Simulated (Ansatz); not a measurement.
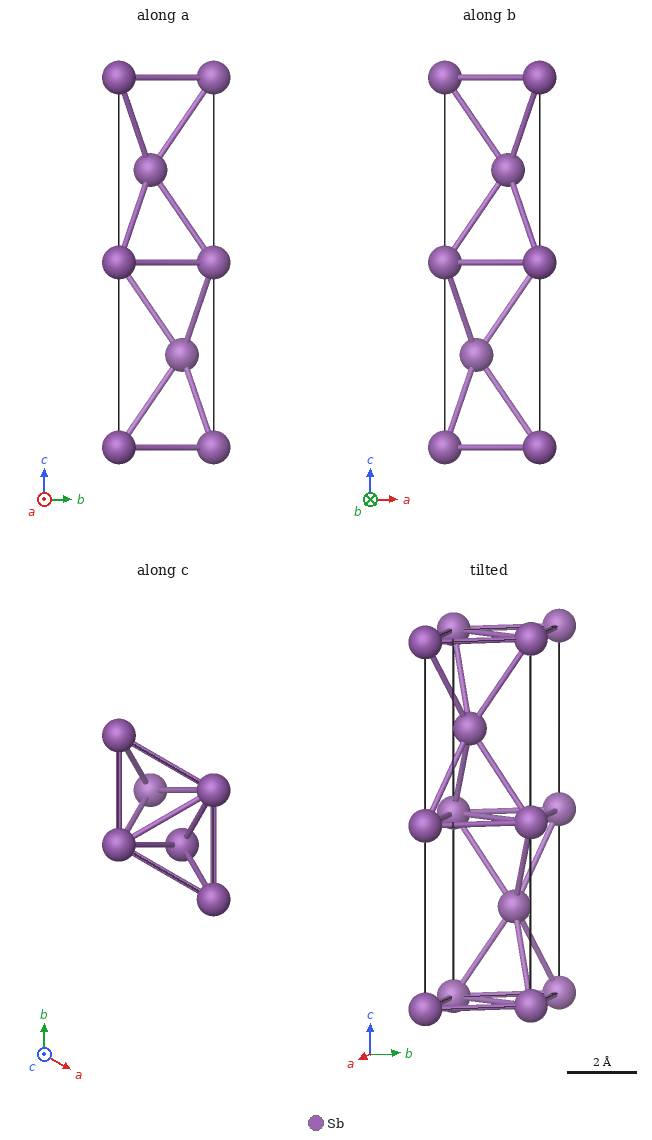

Figure: ball-and-stick view along the a axis, along the b axis, along the c axis and slightly off an axis. The wireframe shows the conventional unit cell.

Lattice parameters: a = 3.2013 Å, b = 3.2013 Å, c = 10.8341 Å, α = 90.000°, β = 90.000°, γ = 120.000°.

From the views, write a CIF with its space group and independent sites.

Answer.
```cif
data_structure
_symmetry_space_group_name_H-M 'P 63/m m c'
_symmetry_Int_Tables_number 194
_cell_length_a 3.2013
_cell_length_b 3.2013
_cell_length_c 10.8341
_cell_angle_alpha 90.000
_cell_angle_beta 90.000
_cell_angle_gamma 120.000
_cell_volume 96.16
loop_
_atom_site_label
_atom_site_type_symbol
_atom_site_symmetry_multiplicity
_atom_site_Wyckoff_symbol
_atom_site_fract_x
_atom_site_fract_y
_atom_site_fract_z
_atom_site_occupancy
Sb1 Sb 2 a 0.0000 0.0000 0.0000 1
Sb2 Sb 2 c 0.3333 0.6667 0.2500 1
```

Its origin is a structure type filled with this element by a generator (whether the element takes this form wasn't checked). Earlier steps of the study may have refined or changed the cell and positions. It was run through Ansatz as a DFT input.

At this level of theory the cell isn't at rest (compressed, at 7 GPa), so its distances can differ from those at equilibrium, the more so the softer the solid.
